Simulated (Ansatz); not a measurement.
# The gap of SiC (F-43m): a ladder of methods and an error budget

Wanted: the gap of SiC (F-43m) by functionals, hybrids and G0W0, carried to the basis limit, with what remains uncertain.

Main program and level: Ansatz 0.2.0; density functionals, hybrids, G0W0, plane waves, PAW.

**What was measured.**

- Gap 2.39 eV: band gap at cryogenic temperature; bulk crystal (literature value) (quoted in “Silicon carbide diodes for neutron detection”, 2020, arxiv:2009.14696).

- Gap 2.4 eV: Tauc optical (indirect) gap of annealed polycrystalline 3C-SiC; UV-VIS spectroscopic ellipsometry, Tauc analysis; film (CVD ultrathin polycrystalline film, annealed, about 5 nm grains) (“On-Demand CMOS-Compatible Fabrication of Ultrathin Self-Aligned SiC Nanowire Arrays”, 2018, pmc:6267454).

- ε∞ 6.49: high-frequency dielectric constant; visible/NIR optical measurements, literature average; bulk crystal (literature average; scatter up to 0.2) (quoted in “Infrared properties of SiC particles”, 1999, arxiv:astro-ph/9903031).

This is a report of a sequence of runs, with most program output left out.

In doubt: masses and optical values from hybrid runs of this build are listed as unsure (step 12), which bears on the screening that GW takes from such a start.

## Step 1: The structure

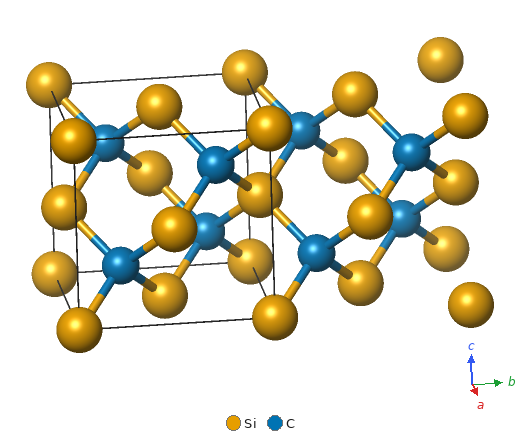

The cell as given, slightly off an axis (silicon orange, carbon blue). 1×2×1 cells are drawn. This picture shows the conventional cell, with its axes. Bonds to atoms that aren't drawn are left out. Some periodic images of atoms are drawn too.

The cell and positions come from the Crystallography Open Database and are kept as given unless a step says otherwise. The default PAW set here is soft_2. Its files were made with PBE.

## Step 2: PBE bands

Levels along a band path, at the cheap level, show where the edges lie and whether the meshes to come will hold them.

This step: DFT, PBE, plane waves, PAW.

input.yaml reads:

```yaml
crystal:
  lattice:
    - [0.0, 2.179, 2.179]
    - [2.179, 0.0, 2.179]
    - [2.179, 2.179, 0.0]
  atoms:
    - { symbol: Si, position: [0.0, 0.0, 0.0] }
    - { symbol: C, position: [0.25, 0.25, 0.25] }
kpoints:
  mp_grid: { grid: [10, 10, 10] }
  band_path:
    path:
      - [[0.0, 0.0, 0.0], [-0.5, -0.5, 0.0], [-0.375, -0.375, 0.25]]
      - [[-0.375, 0.0, 0.375], [0.0, 0.0, 0.0], [0.0, 0.0, 0.5], [-0.5, -0.25, 0.25], [-0.5, -0.5, 0.0]]
    npoints: 10
hamiltonian:
  xc: pbe
scf:
  occupations: { method: fermi_dirac, width: 0.02 }
  n_extra_bands: 4
output:
  eigenvalues: true
  write_density: true
  write_potential: true
  elf: true
  volumetric_format: npy
```

Run with:

```sh
ansatz run input.yaml --threads 2 --pin off --max-ram 92160MiB --backend cuda --events-out ev --progress --plain --runs-dir out --devices 1 --max-vram 13GiB  # rebuilt from the run's record
```

Run time: 3.1 s. Hardware: 1 × NVIDIA H100 80GB HBM3 (shared by 6 runs) with 2 threads of AMD EPYC 7R13 (Zen 3), shared host; peak memory 0.87 GiB; 2 s of CPU time.

Numbers from this step:

| Quantity | Value |
| --- | --- |
| filled bands | 4 |
| gap | 1.359 eV |
| valence top at | Γ |
| conduction bottom at | X |
| least direct gap | 4.546 eV |

The gap is indirect, with the least direct gap 3.19 eV higher.

Electronic bands along the path, in eV, zero at the top of the highest nominally filled band; v1 is the highest filled band, c1 the lowest empty one:

```csv
point,v4,v3,v2,v1,c1,c2,c3,c4
Γ,-15.40,0.00,0.00,0.00,6.21,7.31,7.31,7.31
X,-10.38,-7.80,-3.19,-3.19,1.36,4.33,14.02,14.02
U,-10.39,-7.27,-5.54,-2.59,3.11,7.77,11.84,12.45
jump to K,-10.39,-7.27,-5.54,-2.59,3.11,7.77,11.84,12.45
Γ,-15.40,0.00,0.00,0.00,6.21,7.31,7.31,7.31
L,-11.84,-8.53,-1.05,-1.05,5.43,7.23,7.23,10.04
W,-10.15,-7.02,-4.99,-4.68,5.21,9.44,9.46,9.77
X,-10.38,-7.80,-3.19,-3.19,1.36,4.33,14.02,14.02
```

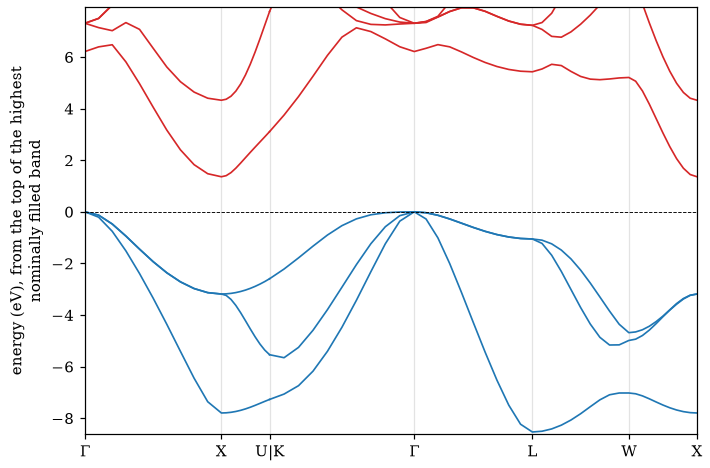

Electronic bands along the path; lines of filled and empty bands in two colours.

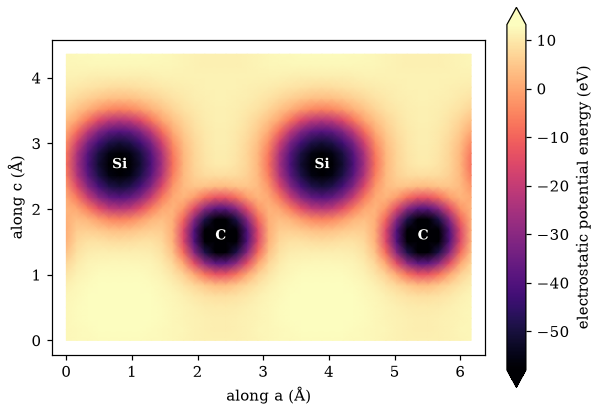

Electrostatic potential energy in the ac plane of a cell with a along [110], b along [-110] and c along [001] of the cube at fractional y = 0.000, with atoms of Si and C within 0.2 Å of it. With pseudopotentials it is smooth inside the atoms' cores, unlike the true potential. The map starts off the cell's origin, so that atoms lie inside it.

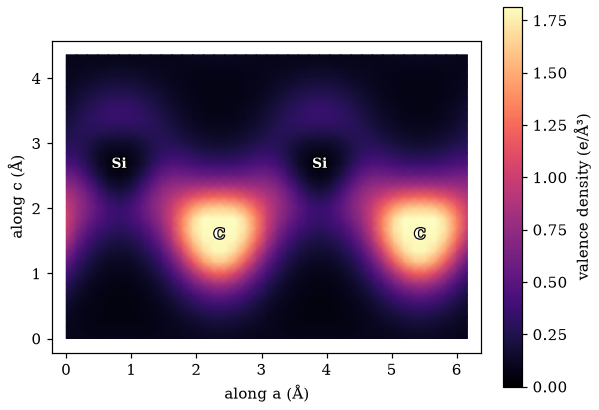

Valence density in the ac plane of a cell with a along [110], b along [-110] and c along [001] of the cube at fractional y = 0.000, with atoms of Si and C within 0.2 Å of it. It is the smooth field of the valence electrons, not physical close to the nuclei. The map starts off the cell's origin, so that atoms lie inside it.

## Step 3: LDA

Another semilocal functional, at almost no cost, to see the spread among them.

This step: DFT, LDA, plane waves, PAW.

input.yaml reads:

```yaml
crystal:
  lattice:
    - [0.0, 2.179, 2.179]
    - [2.179, 0.0, 2.179]
    - [2.179, 2.179, 0.0]
  atoms:
    - { symbol: Si, position: [0.0, 0.0, 0.0] }
    - { symbol: C, position: [0.25, 0.25, 0.25] }
kpoints:
  mp_grid: { grid: [10, 10, 10] }
  band_path:
    path:
      - [0.0, 0.0, 0.0]
      - [-0.5, -0.5, 0.0]
      - [-0.375, -0.375, 0.25]
      - [-0.375, 0.0, 0.375]
      - [0.0, 0.0, 0.5]
      - [-0.5, -0.25, 0.25]
    npoints: 1
hamiltonian:
  xc: lda
scf:
  occupations: { method: fixed }
  n_extra_bands: 4
output:
  eigenvalues: true
```

Wall time 2 s (1 × NVIDIA H100 80GB HBM3 (shared by 6 runs) with 2 threads); peak memory 0.81 GiB; 2.8 s of CPU time.

Numbers from this step:

* gap: 1.317 eV
* valence top at: Γ
* conduction bottom at: X
* least direct gap: 4.510 eV

The gap stands −0.04 eV against PBE.

## Step 4: HSE06

The screened hybrid is the usual rung above semilocal functionals: a quarter of exact exchange, cut off beyond a few ångström.

This step: DFT, HSE06, plane waves, PAW.

Changes to input.yaml since step 3:

```diff
@@ -9,3 +9,3 @@
 kpoints:
-  mp_grid: { grid: [10, 10, 10] }
+  mp_grid: { grid: [6, 6, 6] }
   band_path:
@@ -20,3 +20,3 @@
 hamiltonian:
-  xc: lda
+  xc: hse06
 scf:
```

Elapsed: 17 s, on 1 × NVIDIA H100 80GB HBM3 (shared by 6 runs) with 2 threads; peak memory 1 GiB.

Numbers from this step:

```yaml
gap: 2.228 eV
valence_top_at: Γ
conduction_bottom_at: X
least_direct_gap: 5.721 eV
```

The gap stands +0.87 eV against PBE.

## Step 5: PBE0

PBE0 keeps its quarter of exact exchange at all distances, which suits crystals with ε∞ near 4 best.

This step: DFT, PBE0, plane waves, PAW.

Changes to input.yaml since step 4:

```diff
@@ -20,3 +20,3 @@
 hamiltonian:
-  xc: hse06
+  xc: pbe0
 scf:
```

The job ended after 11 s (1 × NVIDIA H100 80GB HBM3 (shared by 6 runs) with 2 threads; peak memory 1 GiB; 9 s of CPU time).

This step gave:

| Item | Value |
| --- | --- |
| gap | 2.953 eV |
| valence top at | Γ |
| conduction bottom at | X |
| least direct gap | 6.460 eV |

The gap stands +1.59 eV against PBE.

## Step 6: DDH-PBE0

Here the share of exact exchange is set once to one over ε∞ of the semilocal ground state, the screening that GW applies at long range.

This step: DFT, dielectric-dependent PBE0 (fraction 1/eps_inf of PBE), plane waves, PAW.

Changes to input.yaml since step 5:

```diff
@@ -8,2 +8,3 @@
     - { symbol: C, position: [0.25, 0.25, 0.25] }
+  host: atoms
 kpoints:
@@ -20,3 +21,6 @@
 hamiltonian:
-  xc: pbe0
+  xc:
+    exchange: pbe
+    correlation: pbe
+    exx: { coeff: inverse_dielectric }
 scf:
```

Run time: 9.7 s. Hardware: 1 × NVIDIA H100 80GB HBM3 (shared by 6 runs) with 2 threads; peak memory 1.1 GiB.

Numbers from this step:

```
gap                     : 2.262 eV
valence top at          : Γ
conduction bottom at    : X
least direct gap        : 5.635 eV
exact-exchange fraction : 0.1436
```

The gap stands +0.90 eV against PBE; the share of exchange is 0.144, one over an ε∞ of 7.0.

## Step 7: Dielectric tensor

The response to a uniform field gives ε∞, a yardstick for the screening that GW builds on its mesh.

This step: dielectric response by perturbation theory, PBE, plane waves, PAW.

input.yaml reads:

```yaml
crystal:
  lattice:
    - [0.0, 2.179, 2.179]
    - [2.179, 0.0, 2.179]
    - [2.179, 2.179, 0.0]
  atoms:
    - { symbol: Si, position: [0.0, 0.0, 0.0] }
    - { symbol: C, position: [0.25, 0.25, 0.25] }
kpoints:
  mp_grid: { grid: [8, 8, 8] }
hamiltonian:
  xc: pbe
scf:
  occupations: { method: fixed }
dielectric: {}
```

Wall time 14 s (1 × NVIDIA H100 80GB HBM3 (shared by 6 runs) with 2 threads); peak memory 1 GiB; 22 s of CPU time.

Numbers from this step:

- stated error of ε∞: 0.02

One over ε∞ averages 0.14, under the quarter of exact exchange in PBE0, which by this rule of thumb may open the gap too far.

High-frequency dielectric tensor:

```
6.96 0.00 0.00
0.00 6.96 0.00
0.00 0.00 6.96
```

## Step 8: G0W0, 6×6×6 mesh, 21 empty bands, screening to 60 eV

G0W0 replaces the xc potential by the self-energy, built once from these orbitals. Only a window of levels is corrected, while the sums run over the empty bands that the input names.

This step: G0W0 on PBE, plane waves, PAW.

input.yaml, the sections that differ from step 7:

```yaml
kpoints:
  mp_grid: { grid: [6, 6, 6] }
gw:
  n_empty_bands: 21
  ecut_chi: 60
  qp_bands: [v2, c2]
  qp_kpoints: band_edges
  screening: { model: contour_deformation }
# crystal, hamiltonian, scf: as in step 7
# dielectric: removed
```

Elapsed: 7.8 s, on 1 × NVIDIA H100 80GB HBM3 (shared by 6 runs) with 2 threads; peak memory 0.98 GiB; 11 s of CPU time.

This step gave:

* bands summed: 25
* RPA ε∞ on this mesh (eigenvalues): 7.370, 7.370, 7.370
* plane waves in the screening matrix: 15
* G0W0 gap on the mesh: 1.823 eV
* k of the valence top: 0, 0, 0
* k of the conduction bottom: 0, -0.5, -0.5
* starting gap on the mesh: 1.353 eV
* least direct G0W0 gap on the computed points: 5.394 eV

The gap on the mesh goes from 1.35 eV to 1.82 eV, a correction of +0.47 eV. Between the two edge states, bare exchange in place of the xc potential would open the gap by 6.83 eV, and correlation takes back 6.36 eV.

## Step 9: G0W0, 6×6×6 mesh, 61 empty bands, screening to 120 eV

Another rung: the empty bands reach about as high as the screening cutoff, so the two stay in balance.

Changes to input.yaml since step 8:

```diff
@@ -15,4 +15,4 @@
 gw:
-  n_empty_bands: 21
-  ecut_chi: 60
+  n_empty_bands: 61
+  ecut_chi: 120
   qp_bands: [v2, c2]
```

The job ended after 5.8 s (1 × NVIDIA H100 80GB HBM3 (shared by 6 runs) with 2 threads; peak memory 0.99 GiB; 7.5 s of CPU time).

Numbers from this step:

- bands summed: 65
- RPA ε∞ on this mesh (eigenvalues): 7.148, 7.148, 7.148
- plane waves in the screening matrix: 59
- G0W0 gap on the mesh: 2.102 eV
- k of the valence top: 0, 0, 0
- k of the conduction bottom: 0, -0.5, -0.5
- starting gap on the mesh: 1.353 eV
- least direct G0W0 gap on the computed points: 5.541 eV

Against the run with 6×6×6 mesh, 21 empty bands, screening to 60 eV, the gap moves by +0.28 eV.

## Step 10: G0W0, 6×6×6 mesh, 132 empty bands, screening to 200 eV

Changes to input.yaml since step 9:

```diff
@@ -15,4 +15,4 @@
 gw:
-  n_empty_bands: 61
-  ecut_chi: 120
+  n_empty_bands: 132
+  ecut_chi: 200.0
   qp_bands: [v2, c2]
```

It took 6.5 s on 1 × NVIDIA H100 80GB HBM3 (shared by 6 runs) with 2 threads; peak memory 1 GiB; 8.3 s of CPU time.

This step gave:

- bands summed: 136
- RPA ε∞ on this mesh (eigenvalues): 7.140, 7.140, 7.140
- plane waves in the screening matrix: 137
- q-points in the mesh: 216
- G0W0 gap on the mesh: 2.244 eV
- k of the valence top: 0, 0, 0
- k of the conduction bottom: 0, -0.5, -0.5
- starting gap on the mesh: 1.353 eV
- Z at the valence top: 0.7886
- Z at the conduction bottom: 0.8175
- least direct G0W0 gap on the computed points: 5.617 eV

Against the run with 6×6×6 mesh, 61 empty bands, screening to 120 eV, the gap moves by +0.14 eV.

Limits: finite bands, cutoff and mesh. v1 is the top filled band, c1 the lowest empty one. The levels before and after the correction (eV, zero at the valence-band top of each column):

```csv
,conduction bottom,valence top
Kohn-Sham,1.35,0.00
G0W0,2.24,0.00
```

```csv
,level,occupation,energy (eV)
Kohn-Sham,Γ v2-v1,2,0.000
Kohn-Sham,Γ c1,0,6.212
Kohn-Sham,Γ c2,0,7.303
Kohn-Sham,(0 -0.5 -0.5) v2-v1,2,-3.188
Kohn-Sham,(0 -0.5 -0.5) c1,0,1.353
Kohn-Sham,(0 -0.5 -0.5) c2,0,4.320
G0W0,Γ v2-v1,2,0.000
G0W0,Γ c1,0,7.330
G0W0,Γ c2,0,8.561
G0W0,(0 -0.5 -0.5) v2-v1,2,-3.373
G0W0,(0 -0.5 -0.5) c1,0,2.244
G0W0,(0 -0.5 -0.5) c2,0,5.392
```

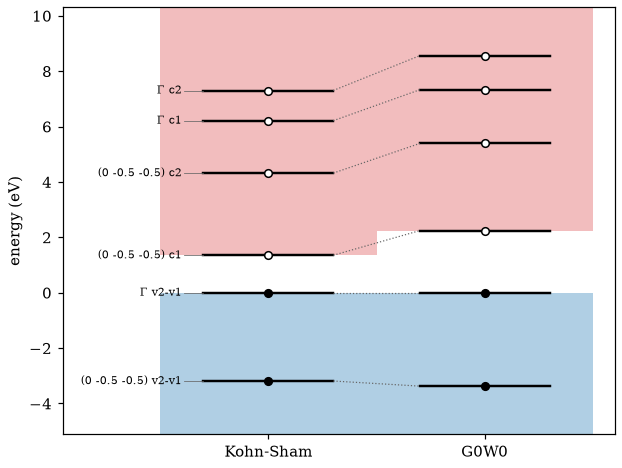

Levels before and after the correction. Shaded: valence and conduction bands. Filled marks are occupied levels, open marks empty ones.

The parts of the quasiparticle energy at the two band edges (eV; QP = start + Σx + Σc − Vxc):

```csv
run,edge,start,Σx,Σc,Vxc,Z,QP
25 bands,valence top,9.49,-18.35,2.70,-15.73,0.80,9.56
25 bands,conduction bottom,10.84,-7.14,-3.66,-11.35,0.82,11.39
65 bands,valence top,9.49,-18.35,2.14,-15.73,0.79,9.01
65 bands,conduction bottom,10.84,-7.14,-3.94,-11.35,0.82,11.11
136 bands,valence top,9.49,-18.35,1.89,-15.73,0.79,8.75
136 bands,conduction bottom,10.84,-7.14,-4.05,-11.35,0.82,10.99
```

## Step 11: G0W0@PBE, 4×4×4 mesh, 61 empty bands, screening to 120 eV

Only the mesh changes. It samples the long-range screening, which converges on its own terms. Bands and cutoff differ from the step before, so it is read against an earlier run that matches them.

input.yaml, the sections that differ from step 10:

```yaml
kpoints:
  mp_grid: { grid: [4, 4, 4] }
gw:
  n_empty_bands: 61
  ecut_chi: 120
  qp_bands: [v2, c2]
  qp_kpoints: band_edges
  screening: { model: contour_deformation }
# crystal, hamiltonian, scf: as in step 10
```

Wall time 3.9 s (1 × NVIDIA H100 80GB HBM3 (shared by 6 runs) with 2 threads); peak memory 0.98 GiB; 5.5 s of CPU time.

This step gave:

```
bands summed                                 : 65
RPA ε∞ on this mesh (eigenvalues)            : 8.899, 8.899, 8.899
plane waves in the screening matrix          : 59
G0W0 gap on the mesh                         : 2.020 eV
k of the valence top                         : 0, 0, 0
k of the conduction bottom                   : 0, -0.5, -0.5
starting gap on the mesh                     : 1.312 eV
least direct G0W0 gap on the computed points : 5.480 eV
```

Against the run with 6×6×6 mesh, 61 empty bands, screening to 120 eV, the gap moves by −0.08 eV, while the start moved by −0.04 eV.

## Step 12: G0W0@HSE06, 6×6×6 mesh, 61 empty bands, screening to 120 eV

One-shot GW remembers its start. Another functional's orbitals and levels show by how much.

This step: G0W0 on HSE06, plane waves, PAW.

Changes to input.yaml since step 11:

```diff
@@ -9,5 +9,5 @@
 kpoints:
-  mp_grid: { grid: [4, 4, 4] }
+  mp_grid: { grid: [6, 6, 6] }
 hamiltonian:
-  xc: pbe
+  xc: hse06
 scf:
```

Elapsed: 18 s, on 1 × NVIDIA H100 80GB HBM3 (shared by 6 runs) with 2 threads; peak memory 1.1 GiB; 22 s of CPU time.

Numbers from this step:

* bands summed: 65
* RPA ε∞ on this mesh (eigenvalues): 5.828, 5.828, 5.828
* plane waves in the screening matrix: 59
* G0W0 gap on the mesh: 2.484 eV
* k of the valence top: 0, 0, 0
* k of the conduction bottom: 0, -0.5, -0.5
* starting gap on the mesh: 2.228 eV
* least direct G0W0 gap on the computed points: 6.027 eV

Against the run with 6×6×6 mesh, 61 empty bands, screening to 120 eV on PBE, the gap moves by +0.38 eV, while the start moved by +0.87 eV.

[end of part 1 of 2]

[Paths, hosts, dates, memory and timing lines, banners, echoed tables and standing remarks are left out of the program output.]

[Logs are printed without paths, hosts, clocks, repeated set-up lines and the standing remarks that a program may print on its own settings, such as how far it seeks lower states.]

[Runs of the session that timed out or met a known fault of the program may be left out.]

[Cells called generated may have been cut or substituted from an entry of the Crystallography Open Database or the Materials Project.]

[Hosts, paths, dates, database ids (printed as entryN), source tags and the programs' standing remarks are cut or masked in the printed files.]
